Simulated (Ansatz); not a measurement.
```yaml
crystal:
  lattice:
    - [3.85146, 0.00000, 0.00000]
    - [-1.92573, 3.33546, 0.00000]
    - [0.00000, 0.00000, 26.00647]
  atoms:
    - { symbol: Si, position: [0.00000, 0.00000, 0.28839] }
    - { symbol: Ni, position: [0.66667, 0.33333, 0.31862] }
    - { symbol: Si, position: [0.33333, 0.66667, 0.34885] }
    - { symbol: Si, position: [0.66667, 0.33333, 0.40931] }
    - { symbol: Ni, position: [0.33333, 0.66667, 0.43954] }
    - { symbol: Si, position: [0.00000, 0.00000, 0.46977] }
    - { symbol: Si, position: [0.33333, 0.66667, 0.53023] }
    - { symbol: Ni, position: [0.00000, 0.00000, 0.56046] }
    - { symbol: Si, position: [0.66667, 0.33333, 0.59069] }
    - { symbol: Si, position: [0.00000, 0.00000, 0.65115] }
    - { symbol: Ni, position: [0.66667, 0.33333, 0.68138] }
    - { symbol: Si, position: [0.33333, 0.66667, 0.71161] }
```

Not relaxed (largest force 0.7 eV/Å); computed without spin polarisation.

Computed with DFT PBE, scalar-relativistic, plane waves, PAW in Ansatz 0.2.0.

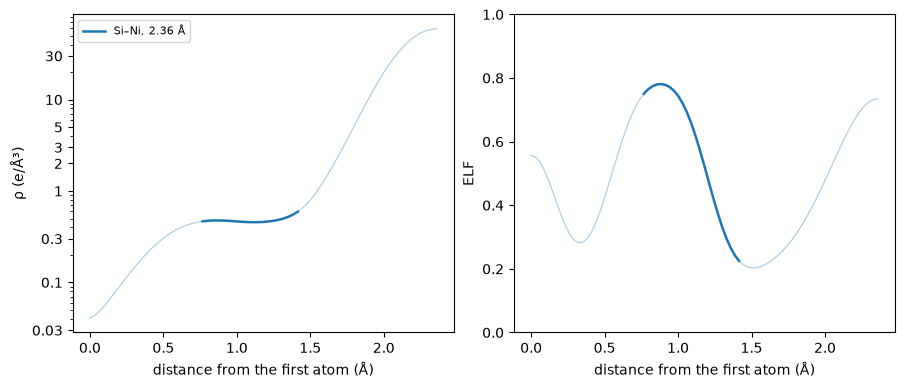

Si2Ni (slab). Valence pseudo-density and ELF along straight lines between neighbouring atoms. Thin, pale parts lie inside the atomic spheres.

In a PAW calculation such maps are meaningful between the atoms, not at the nuclei.

What can be read from the curves?

Answer. Si–Ni (2.36 Å): the density is about 0.46 e/Å³ at the midpoint; the ELF peaks at about 0.80 in the valence shell of Si, 0.9 Å from its nucleus, and is about 0.50 at the midpoint.
